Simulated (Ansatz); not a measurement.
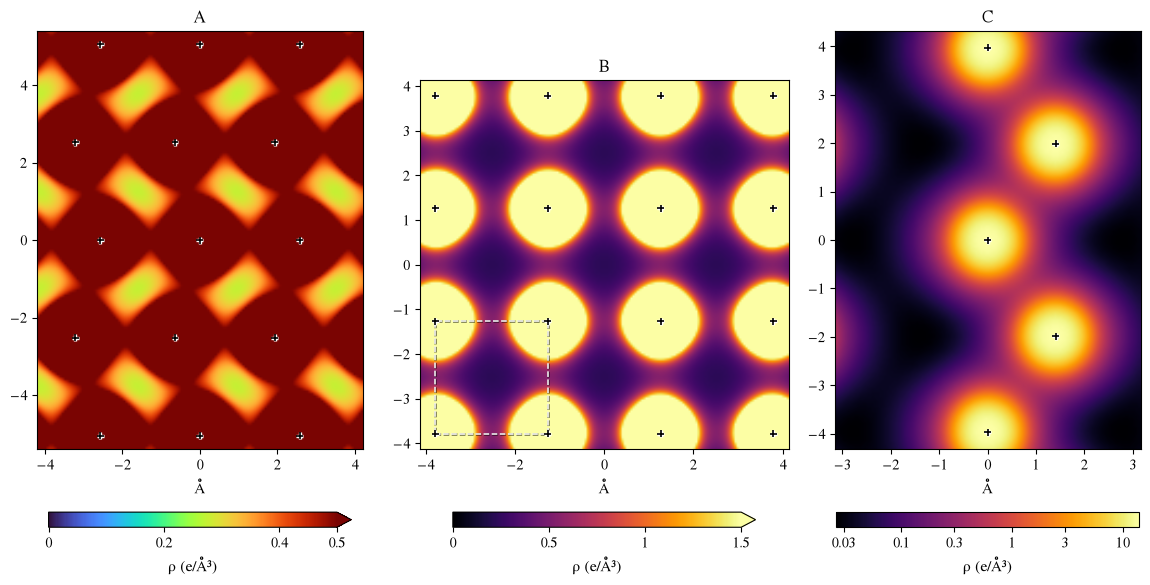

The valence charge density (pseudo) of 3 systems, each on a plane through atoms (crosses mark nuclei in the plane).

Computed with DFT, LDA (PW92), plane waves (420 eV) with PAW, scalar-relativistic in Ansatz 0.2.0.

System 1: W, the (011̄) plane of the conventional cell. Space group Fddd; set up as W, beta-Sn type; a generated structure, not necessarily the stable one; changed on purpose from its base cell (volume × 0.92); computed pressure about 31 GPa in this cell.

```
W
1.0
    -0.00017   -0.00017   -2.57681
     3.65480   -3.65480    0.00000
    -6.14247   -6.14247   -0.00063
W
8
Direct
  0.75000 0.75000 0.75000
  0.25000 0.25000 0.75000
  0.75000 0.25000 0.25000
  0.25000 0.75000 0.25000
  0.50000 0.50004 0.50000
  0.00000 0.00004 0.50000
  0.50000 0.00004 0.00000
  0.00000 0.50004 0.00000
```

System 2: Pd, the (110) plane of the conventional cell. Space group Fd-3m; set up as Pd, diamond; a generated structure, not necessarily the stable one; changed on purpose from its base cell (volume × 1.0).

System 3: Mo, the (100) plane of the conventional cell. Space group Pm-3m; set up as Mo, simple cubic; a generated structure, not necessarily the stable one; changed on purpose from its base cell (volume × 0.96); computed pressure about 8 GPa in this cell; computed without spin polarisation.

Q: Match each panel to its system.

A: Panel A is system 1, W: the plane holds W. W–W (2.58 Å): ρ at the midpoint is about 0.54 e/Å³. Panel B is system 3, Mo: the plane holds Mo. Mo–Mo (2.52 Å): the density is about 0.54 e/Å³ at the midpoint. Panel C is system 2, Pd: the plane holds Pd. Pd–Pd (2.43 Å): ρ is about 0.56 e/Å³ halfway.
